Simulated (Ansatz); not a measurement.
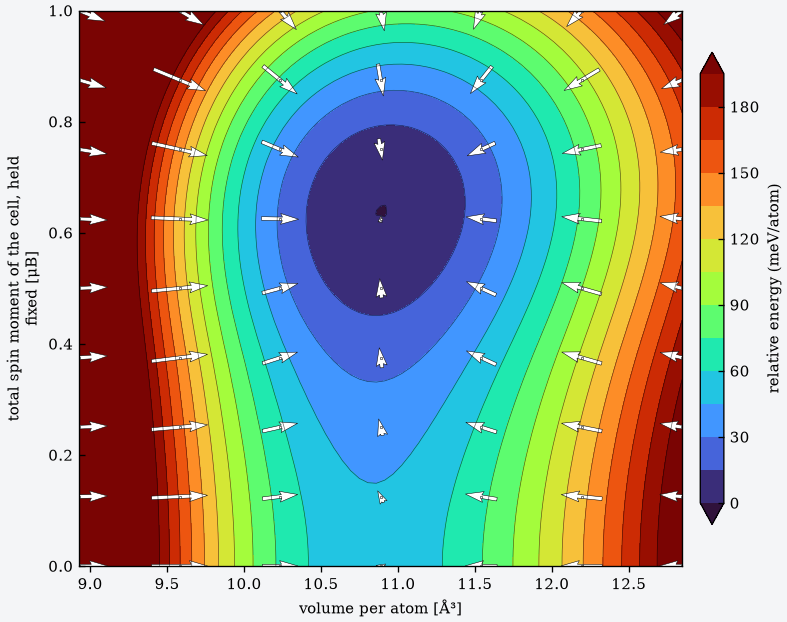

Energy landscape of Ni (Fm-3m, No. 225; 1 atom in the cell). The energy is mapped over volume and a fixed ferromagnetic moment. The first coordinate is: volume per atom; the second: total spin moment of the cell, held fixed. Nothing is relaxed (shape and fractional coordinates fixed). The grid has 7 × 9 points. Points are written as (first, second). All energies are given in meV/atom relative to the lowest grid point. The moment is held fixed and parallel; antiferromagnetic orders weren't tried. The electronic state followed may not be the lowest one. These are results of Ansatz 0.2.0, DFT PBE, scalar-relativistic, plane waves, PAW, not measurements. Settings: cutoff 520 eV, k-mesh 24×24×24, gaussian smearing 0.15 eV.

The picture shows filled contours, dots at the grid points, arrows along the force (downhill), their lengths compressed, one colour for all values above the top of the scale. Between grid points the surface is interpolated. 

> Where are the wells?

The lowest grid point is at (10.89 Å³, 0.625 μB). No other kind of well shows on this grid. The highest grid point, (8.93 Å³, 1.000 μB), lies 469 meV/atom above the lowest. Round the minimum the two coordinates are weakly coupled (coupling −0.09 in units of the two stiffnesses).

Time for the 63 points that were run: 24 min on 1 thread of Arm Neoverse N1, on a shared host.

PAW datasets: the set soft_1.
